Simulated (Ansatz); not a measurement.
**Run report: Ta₂Si, geometry relaxation (part 1 of 2)**

System: Ta₂Si (I4/mcm, 6 atoms in the cell).
Method: DFT PBEsol, scalar-relativistic, plane waves, PAW, no spin polarisation (Ansatz 0.2.0).

The structure derives from a Materials Project entry. Figures and captions count atoms from 1; the log counts them from 0 in places.

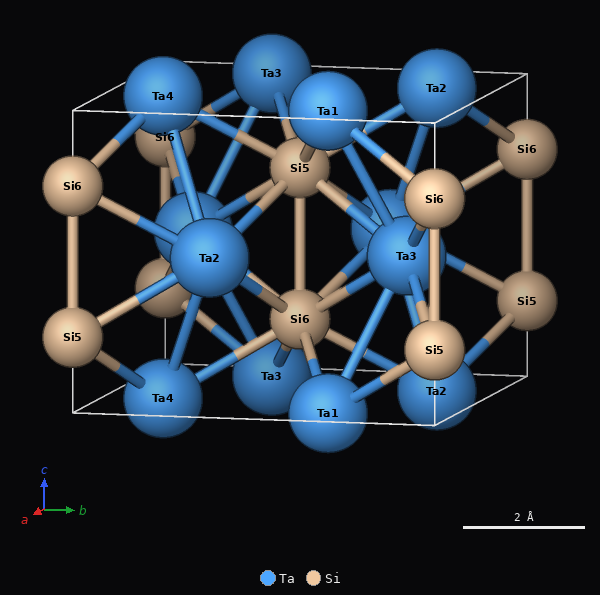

The input geometry (ball-and-stick view of the cell 2 times as large as that of the calculation, set on its symmetry axes, seen slightly off an axis; atoms are numbered from 1 in the order of the input). An atom can appear more than once, as a periodic image.

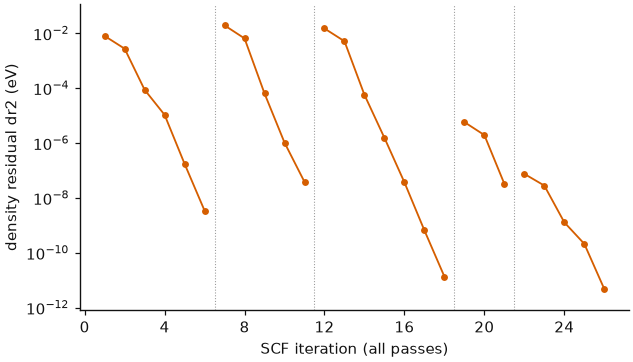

Convergence of the self-consistent field: density residual dr2 against the SCF iteration. The dotted lines part the SCF passes of the relaxation: geometry steps, rejected trials and re-solves on a re-selected basis. The 5 passes take 3 to 7 iterations each, 26 in all.

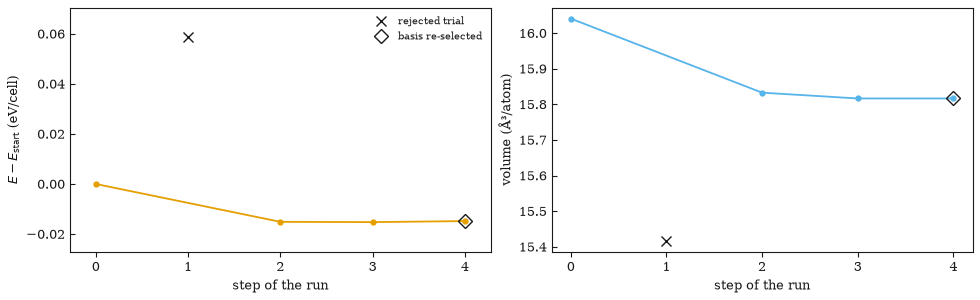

Progress of the relaxation, step by step (the first geometry is step 0 here and step 1 in the log).

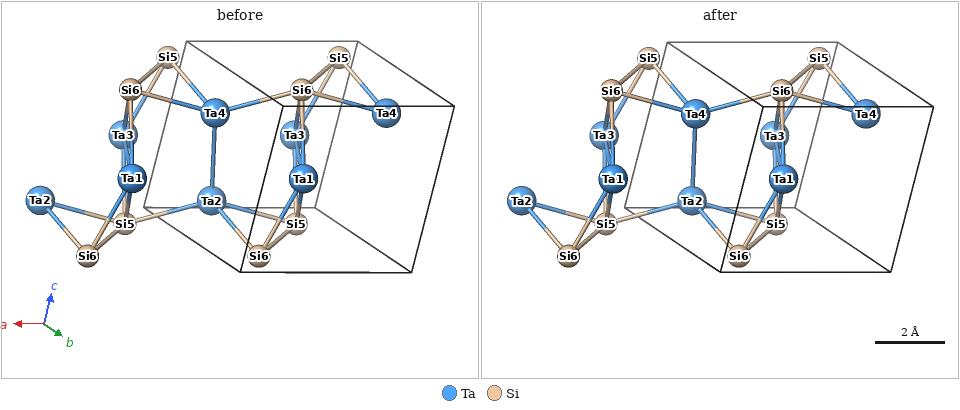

Before (left) and after (right) the relaxation, at one scale (ball-and-stick view of the cell of the calculation, repeated 2 × 1 × 1, seen at an oblique angle). Over 3 geometry steps the energy falls by 15.2 meV per cell of the calculation. Largest force component: 0.043 eV/Å at the start, 0.0011 eV/Å at the end. The pressure goes from −3.11 to −0.01 GPa. The line search rejected the trial step at point 1 (counted from 0) and went back. The largest moves relative to the cell, 0.005 Å, are those of Ta1, Ta2, Ta3 and Ta4. Si stays in place. The volume changes by −1.4 %, with a = b = c 5.044 → 5.018 Å (−0.5 %), α 104.5° → 104.6°, β 104.5° → 104.6°, γ 120.0° → 119.7°. Among the contacts that change: Ta1–Ta3 2.857 → 2.830 Å, Ta1–Si5 2.632 → 2.620 Å. The space group stays I4/mcm (No. 140). A last SCF at the same geometry on a re-selected plane-wave basis shifts the energy by +0.4 meV per cell of the calculation. (Atoms are counted from 1 in the order of the input.)

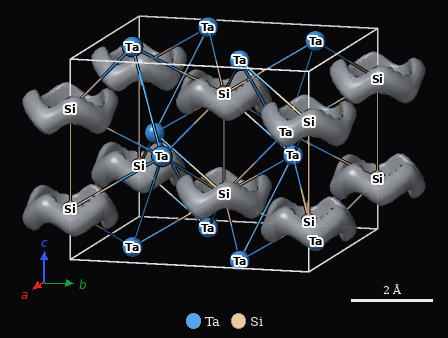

Isosurface of the ELF at 0.7 (grey), seen slightly off an axis. Only the valence region is drawn (cores and ρ < 0.01 e/Å³ removed). Sticks mark near contacts. The outline is the cell set on symmetry axes. Values along the shortest contacts: Si–Si (2.52 Å): the ELF peaks at about 0.65 between the atoms. Ta–Si (2.62 Å): the ELF is about 0.30 at the midpoint. Core electrons are frozen (PAW), so the fields are smoothed inside the atomic spheres.

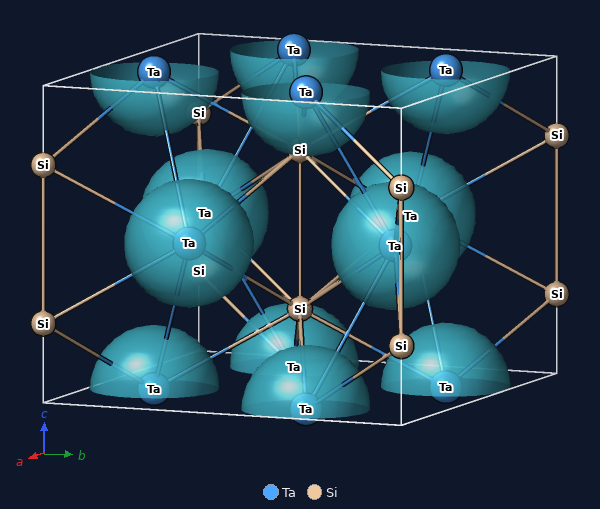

Isosurface of the valence pseudo-density at 0.6 e/Å³ (cyan), seen slightly off an axis. Sticks mark near contacts. The outline is the cell set on symmetry axes. At this value the density breaks into separate islands; it holds about 60 % of the electrons treated as valence (semicore included). It is pinched off along the Si–Si (2.52 Å), Ta–Si (2.62 Å), Ta–Ta (2.83 Å) and Ta–Ta (2.94 Å) contacts. On the grid the lowest density along these lines, outside the cores, is 0.39 e/Å³ (Si–Si, 2.52 Å), 0.36 e/Å³ (Ta–Si, 2.62 Å), 0.32 e/Å³ (Ta–Ta, 2.83 Å) and 0.3 e/Å³ (Ta–Ta, 2.94 Å).

These pictures come from the run below.

## Input file
```yaml
crystal:
  lattice:
    - [-3.0877629443, 3.0877629443, 2.5236412193]
    - [3.0877629443, -3.0877629443, 2.5236412193]
    - [3.0877629443, 3.0877629443, -2.5236412193]
  atoms:
    - { symbol: Ta, position: [0.66359321, 0.83640679, 0.5] }
    - { symbol: Ta, position: [0.83640679, 0.33640679, 0.17281358] }
    - { symbol: Ta, position: [0.33640679, 0.16359321, 0.5] }
    - { symbol: Ta, position: [0.16359321, 0.66359321, 0.82718642] }
    - { symbol: Si, position: [0.25, 0.25, 0.0] }
    - { symbol: Si, position: [0.75, 0.75, 0.0] }
basis:
  ecutwfc: 420
kpoints:
  mp_grid: { grid: [10, 10, 10] }
hamiltonian:
  xc: pbesol
scf:
  occupations: { method: gaussian, width: 0.1 }
output:
  forces: true
  stress: true
  eigenvalues: true
  write_density: true
  write_potential: true
  elf: true
  volumetric_format: npy
relax:
  adjacent_minimum: "off"
  f_tol: 0.005
  max_steps: 80
  cell: { stress_tol: 0.05 }
```

Run as:
```bash
ansatz run input.yaml --threads 1 --pin off --max-ram 2560MiB --backend cpu --events-out ev --progress --plain --runs-dir out
```

## What the program printed
```
Engine: ansatz 0.2.0, aarch64-unknown-linux-gnu
Pseudopotentials: kind: paw
Pseudopotential: Ta, paw, valence charge 13, recommended cutoff 420 eV (normal), Ta.paw.azcp
Pseudopotential: Si, paw, valence charge 4, recommended cutoff 420 eV (normal), Si.paw.azcp
Functional definition: PBEsol
  exchange = pbesol_x
  correlation = pbesol_c
Crystal: 6 atoms, lattice volume = 96.244 Å³
Basis set: ecut = 420 eV, 1945 PW (Γ), exchange–correlation on 72×72×72 points (8 copies of the dense FFT grid, shifted against one another)
Bands: 36, of which v1, the nominal top of the filled ones, is band 30 counted from 1 (29 counted from 0)
Symmetry: 16 space group operations
Space group: I4/mcm (ITA 140), of the structure as read, at distance tolerance 4.6e-5 Å
k-points: 102 of 1000
Non-local potential: Ta, projectors of the file, l = 0: 3, l = 1: 2, l = 2: 2, l = 3: 1
Non-local potential: Si, projectors of the file, l = 0: 2, l = 1: 2, l = 2: 2
PAW form: soft (Blöchl's): semilocal exchange-correlation on the pseudo side does not see the compensation charge
PAW frozen core: Ta, regenerated for the run's functional, and the local potential with it (the file was generated under x = pbe(κ = 0.804, μ = 0.2195149727645171), c = pbe(β = 0.06672455060314922))
PAW frozen core: Si, regenerated for the run's functional, and the local potential with it (the file was generated under x = pbe(κ = 0.804, μ = 0.2195149727645171), c = pbe(β = 0.06672455060314922))
PAW one-centre angular grid: Ta, 590 points (default); XC on 64 Gauss nodes
PAW one-centre angular grid: Si, 110 points (default); XC on 64 Gauss nodes
Initial density: superposition of atomic densities (neutral atoms: chi_scale 0, normalization atom), corrected by the library's trained network
Initial wavefunctions: pseudopotential atomic-orbital guess
Functional: x = pbesol(κ = 0.804, μ = 0.12345679012345678), c = pbesol(β = 0.046)
SCF iter   1: F=—  HF=-40472.615044 eV  |F-HF|=—  |Δ(HF+E_count)|=         —  Δρ=3.45e-3  dr2=8.05e-3  ethr=1.77e-3  ⟨swp⟩=5.6  Hψ=15482  notcnv=0
preconditioner: auto → Kerker (q_TF=auto, 2.522 Å⁻¹)  [metal: Δε(μ)=0.017 eV  Ē_g=5.434 eV  σ=0.100 eV  W_gap=0.09  n_scr=18 (ndim 8)  ℏωp=20.0 eV  f_vac=0.000  D(μ)=3.14/eV (n_scr^D=16)]
SCF iter   2: F=—  HF=-40472.614046 eV  |F-HF|=—  |Δ(HF+E_count)|=   9.98e-4  Δρ=2.08e-3  dr2=2.77e-3  ethr=1.34e-5  ⟨swp⟩=2.2  Hψ=6263  notcnv=0  defer=1
SCF iter   3: F=—  HF=-40472.613666 eV  |F-HF|=—  |Δ(HF+E_count)|=   3.79e-4  Δρ=2.52e-4  dr2=8.78e-5  ethr=4.61e-6  ⟨swp⟩=2.0  Hψ=4980  notcnv=0  defer=1
SCF iter   4: F=—  HF=-40472.613653 eV  |F-HF|=—  |Δ(HF+E_count)|=   1.33e-5  Δρ=9.58e-5  dr2=1.07e-5  ethr=1.46e-7  ⟨swp⟩=2.0  Hψ=4892  notcnv=0  defer=1
SCF iter   5: F=—  HF=-40472.613651 eV  |F-HF|=—  |Δ(HF+E_count)|=   2.39e-6  Δρ=1.20e-5  dr2=1.75e-7  ethr=1.78e-8  ⟨swp⟩=2.0  Hψ=5015  notcnv=0  defer=1
SCF iter   6: F=-40472.613651 eV  HF=-40472.613651 eV  |F-HF|=1.29e-9  |Δ(HF+E_count)|=   2.87e-8  Δρ=2.02e-6  dr2=3.44e-9  ethr=1.67e-10  ⟨swp⟩=12.8  Hψ=25439  notcnv=0
SCF 1 converged in 6 iterations: F = -40472.613651 eV  dr2 = 3.44e-9
  greatest PAW one-centre occupation: 1.000 electrons in one spin orbital (limit 2), on the Ta atom at site 3 (counted from 0), in its partial waves of l = 0
relax step   1: F+E_penalty+E_count = -40472.61365072 eV  Δ(F+E_penalty+E_count) = +0.000e0 eV  max|allowed force component| = 4.257e-2 eV/Å  Δτ_max = 0.0000 Å  P = -3.107 GPa  Ω = 96.244 Å³  (6 SCF iters, dr2 threshold 1.00e-7 eV, accepted)
Crystal: 6 atoms, lattice volume = 92.504 Å³
Basis set: ecut = 420 eV, 1833 PW (Γ), exchange–correlation on 72×72×72 points (8 copies of the dense FFT grid, shifted against one another)
Initial density: handed on by an earlier stage of this run
Initial wavefunctions: those handed on with the density
iter 1 solved again at ethr=3.10e-5 eV; its pass at ethr=3.10e-3 eV (dr2=1.86e-2 eV) is discarded
SCF iter   1: F=—  HF=-40472.559728 eV  |F-HF|=—  |Δ(HF+E_count)|=         —  Δρ=4.46e-3  dr2=1.96e-2  ethr=3.10e-5  ⟨swp⟩=1.1  Hψ=19439  notcnv=0
preconditioner: auto → Kerker (q_TF=auto, 2.538 Å⁻¹)  [metal: Δε(μ)=0.009 eV  Ē_g=5.574 eV  σ=0.100 eV  W_gap=0.05  n_scr=18 (ndim 8)  ℏωp=20.4 eV  f_vac=0.000  D(μ)=3.47/eV (n_scr^D=18)]
SCF iter   2: F=—  HF=-40472.556642 eV  |F-HF|=—  |Δ(HF+E_count)|=   3.09e-3  Δρ=2.52e-3  dr2=6.56e-3  ethr=3.10e-5  ⟨swp⟩=1.0  Hψ=3672  notcnv=0
SCF iter   3: F=—  HF=-40472.554978 eV  |F-HF|=—  |Δ(HF+E_count)|=   1.66e-3  Δρ=2.66e-4  dr2=6.43e-5  ethr=1.09e-5  ⟨swp⟩=2.0  Hψ=4659  notcnv=0
SCF iter   4: F=—  HF=-40472.554969 eV  |F-HF|=—  |Δ(HF+E_count)|=   9.57e-6  Δρ=3.54e-5  dr2=1.04e-6  ethr=1.07e-7  ⟨swp⟩=2.3  Hψ=5737  notcnv=0
SCF iter   5: F=-40472.554969 eV  HF=-40472.554969 eV  |F-HF|=1.32e-8  |Δ(HF+E_count)|=   9.33e-8  Δρ=7.03e-6  dr2=3.84e-8  ethr=1.00e-9  ⟨swp⟩=11.3  Hψ=27502  notcnv=0
SCF 2 converged in 5 iterations: F = -40472.554969 eV  dr2 = 3.84e-8
relax step   2: F+E_penalty+E_count = -40472.55496861 eV  Δ(F+E_penalty+E_count) = +5.868e-2 eV  max|allowed force component| = 3.835e-1 eV/Å  Δτ_max = 0.0335 Å  P = +5.944 GPa  Ω = 92.504 Å³  energy of the carried Pulay correction = +1.247e-3 eV  (5 SCF iters, dr2 threshold 6.00e-7 eV, rejected (line search))
Crystal: 6 atoms, lattice volume = 94.997 Å³
Basis set: ecut = 420 eV, 1881 PW (Γ), exchange–correlation on 72×72×72 points (8 copies of the dense FFT grid, shifted against one another)
iter 1 solved again at ethr=2.62e-5 eV; its pass at ethr=3.10e-3 eV (dr2=1.57e-2 eV) is discarded
SCF iter   1: F=—  HF=-40472.632422 eV  |F-HF|=—  |Δ(HF+E_count)|=         —  Δρ=3.61e-3  dr2=1.51e-2  ethr=2.62e-5  ⟨swp⟩=1.1  Hψ=19137  notcnv=0
preconditioner: auto → Kerker (q_TF=auto, 2.527 Å⁻¹)  [metal: Δε(μ)=0.014 eV  Ē_g=5.492 eV  σ=0.100 eV  W_gap=0.08  n_scr=18 (ndim 8)  ℏωp=20.2 eV  f_vac=0.000  D(μ)=3.16/eV (n_scr^D=16)]
SCF iter   2: F=—  HF=-40472.630103 eV  |F-HF|=—  |Δ(HF+E_count)|=   2.32e-3  Δρ=2.06e-3  dr2=5.17e-3  ethr=2.51e-5  ⟨swp⟩=1.0  Hψ=3674  notcnv=0
SCF iter   3: F=—  HF=-40472.628783 eV  |F-HF|=—  |Δ(HF+E_count)|=   1.32e-3  Δρ=2.26e-4  dr2=5.73e-5  ethr=8.62e-6  ⟨swp⟩=2.0  Hψ=4679  notcnv=0
SCF iter   4: F=—  HF=-40472.628776 eV  |F-HF|=—  |Δ(HF+E_count)|=   7.92e-6  Δρ=4.09e-5  dr2=1.55e-6  ethr=9.54e-8  ⟨swp⟩=2.1  Hψ=5224  notcnv=0
SCF iter   5: F=—  HF=-40472.628774 eV  |F-HF|=—  |Δ(HF+E_count)|=   1.51e-6  Δρ=6.74e-6  dr2=3.70e-8  ethr=2.59e-9  ⟨swp⟩=2.0  Hψ=5181  notcnv=0
SCF iter   6: F=—  HF=-40472.628774 eV  |F-HF|=—  |Δ(HF+E_count)|=   6.52e-9  Δρ=1.04e-6  dr2=6.55e-10  ethr=6.17e-11  ⟨swp⟩=2.2  Hψ=5469  notcnv=0
SCF iter   7: F=-40472.628774 eV  HF=-40472.628774 eV  |F-HF|=7.28e-12  |Δ(HF+E_count)|=  9.46e-11  Δρ=1.43e-7  dr2=1.36e-11  ethr=1.00e-12  ⟨swp⟩=7.5  Hψ=19524  notcnv=0
SCF 3 converged in 7 iterations: F = -40472.628774 eV  dr2 = 1.36e-11
```
